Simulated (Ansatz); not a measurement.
# TiSi$_{2}$: what the electrons do

Space group Fddd; the calculation finds a residual pressure of about 2 GPa at this fixed cell.

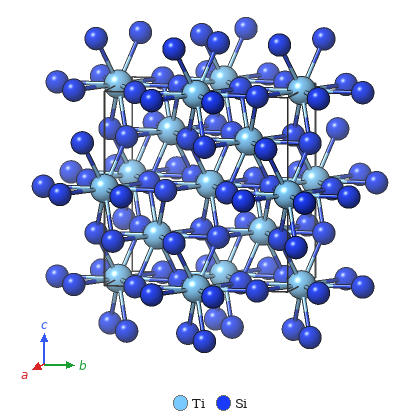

The conventional cell.

The calculation's input:

```
crystal:
  lattice:
    - [2.3865, 4.118, 0.0]
    - [2.3865, -4.118, 0.0]
    - [-2.3865, 0.0, -4.2615]
  atoms:
    - { symbol: Ti, position: [0.75, 0.25, 0.5] }
    - { symbol: Ti, position: [0.5, 0.5, 0.0] }
    - { symbol: Si, position: [0.083, 0.917, 0.5] }
    - { symbol: Si, position: [0.417, 0.583, 0.5] }
    - { symbol: Si, position: [0.167, 0.833, 0.0] }
    - { symbol: Si, position: [0.833, 0.167, 0.0] }
basis:
  ecutwfc: 500
  fft_grid_basis: typed
kpoints:
  mp_grid: { grid: [10, 10, 10] }
hamiltonian:
  xc: pbe
  pseudopotentials: { kind: paw }
scf:
  occupations: { method: gaussian, width: 0.05 }
output:
  forces: true
  stress: true
  eigenvalues: true
  bader: true
  write_density: true
  volumetric_format: npy
  elf: true
```

Command:

```sh
ansatz run input.yaml --threads 2 --pin off --max-ram 4096MiB --backend cpu --events-out ev --progress --plain --runs-dir out
```

The picture shows the conventional cell (a = 4.77 Å, b = 8.24 Å, c = 8.52 Å, α = 90.00°, β = 90.00°, γ = 90.00°).

The calculation used DFT PBE, scalar-relativistic, plane waves, PAW in Ansatz.

Core electrons are frozen (PAW), so the maps are meaningful between the atoms, not at the nuclei.

### 1. Bonding charge

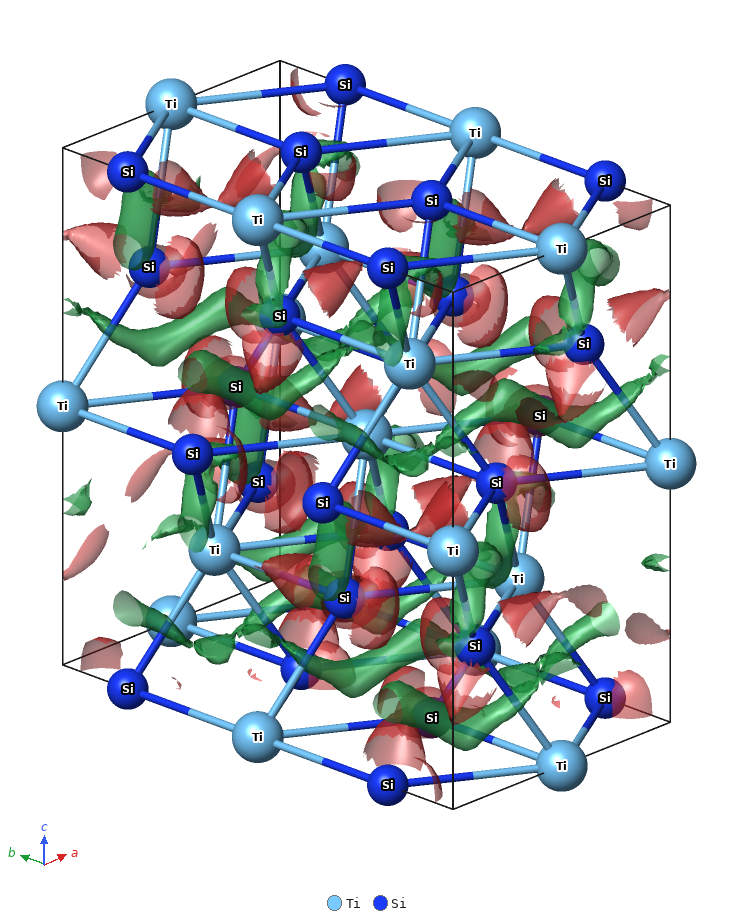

Deformation density (self-consistent density less superposed neutral spherical atoms): green surfaces at +0.04 and red ones at −0.04 e/Å³, in the conventional cell seen at an oblique angle (the regions close to the nuclei are left out). Cores are masked to 1.0 Å (Ti) and 0.8 Å (Si).

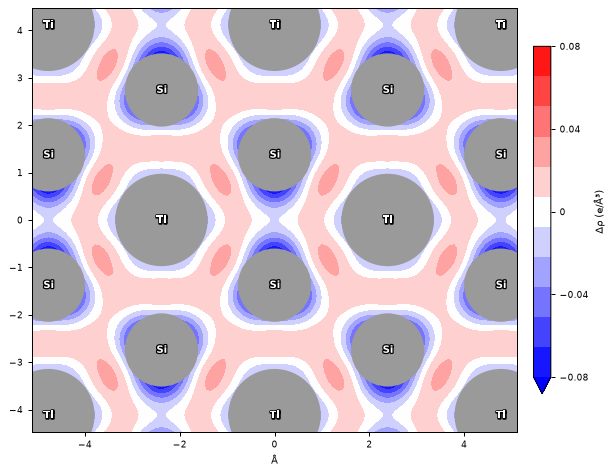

Also shown: a map on the (001) plane of the conventional cell, with grey discs over the atomic cores.

Where does charge go when the atoms form this crystal?

Si–Ti (2.54 Å): Δρ is +0.04 e/Å³ at the midpoint (this contact isn't in the plane drawn).
Si–Si (2.54 Å): Δρ is +0.06 e/Å³ at the midpoint (this contact isn't in the plane drawn).
Ti–Ti (3.19 Å): Δρ is +0.010 e/Å³ at the midpoint (this contact isn't in the plane drawn).
Over the whole cell, outside the masked cores, the largest gain, 0.06 e/Å³, lies 1.3 Å from a silicon nucleus (the plane drawn doesn't reach it), and the largest loss lies at the edge of the masked core of Si.
The rearranged charge, half the integral of |Δρ|, is about 0.16 e an atom.
Bader charges: Ti +1.14 and Si −0.57 e. Among metals such charges hang on how the charge between the atoms is shared out.

### 2. One group of states

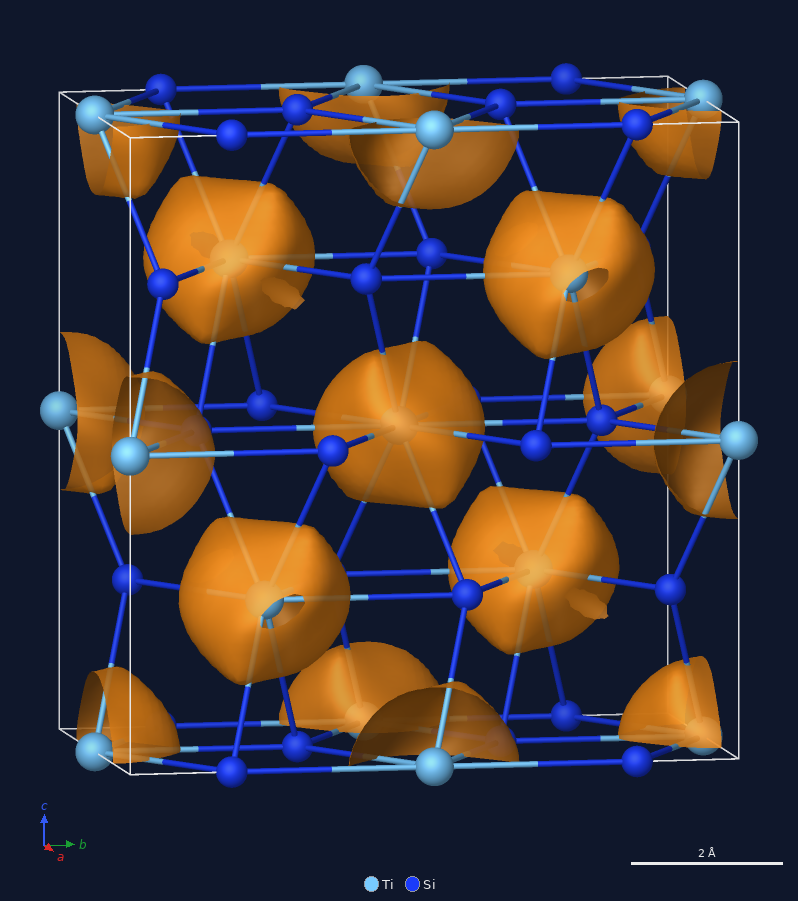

*Density of the Kohn–Sham states from 0.0 to +1.2 eV about the Fermi level (the empty states just over the Fermi level), scaled to one electron a cell: orange surface at 0.015 1/Å³, in the conventional cell seen slightly off an axis.*

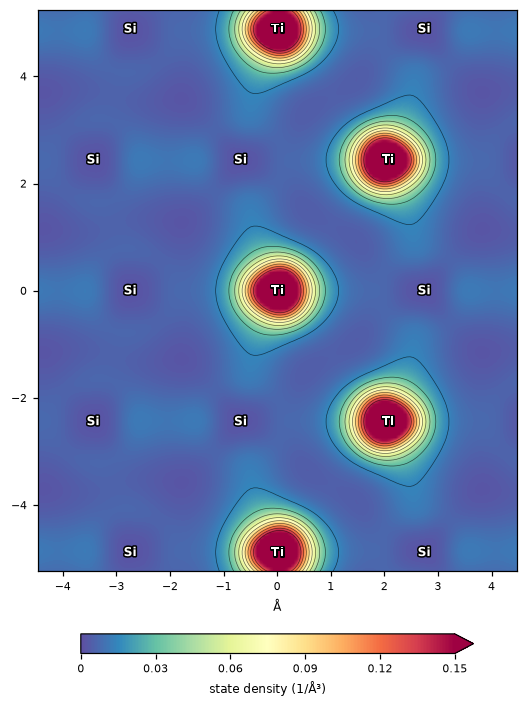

The same field as a map on the (101) plane of the conventional cell.

Which atoms and orbitals make up these states?

Projected on a minimal set of atomic orbitals (Löwdin), they are Ti 3d (75 %) and Si 3p (20 %).
In space (atomic cells sized by Bader volumes) the density divides as Ti about 60 % and Si about 40 %.

### 3. Change of volume

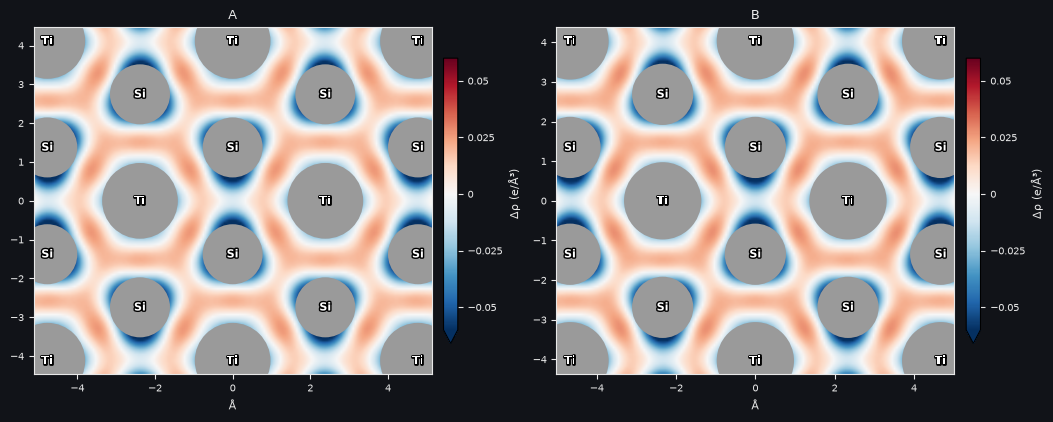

TiSi$_{2}$: deformation density on the (001) plane of the conventional cell at two volumes, with the same fractional coordinates and one colour scale. Grey discs cover the cores. Panel B has 94 % of the volume of panel A.

How do bonds, bonding charge and pressure respond to this change of volume?

The pressure is 2 GPa in A and 13 GPa in B.
The rearranged charge is 0.16 e an atom in A and 0.16 e in B.

### 4. Putting it together

The two pressures give a mean stiffness −ΔP/Δln V of about 174 GPa over this range, with the atoms held at their fractional positions.

Run times: 36 s (base cell), 5.7 s (state densities) and 35 s (scaled cell), on 2 threads of AMD EPYC 9R45 96-Core Processor (Zen 5), on a shared host.
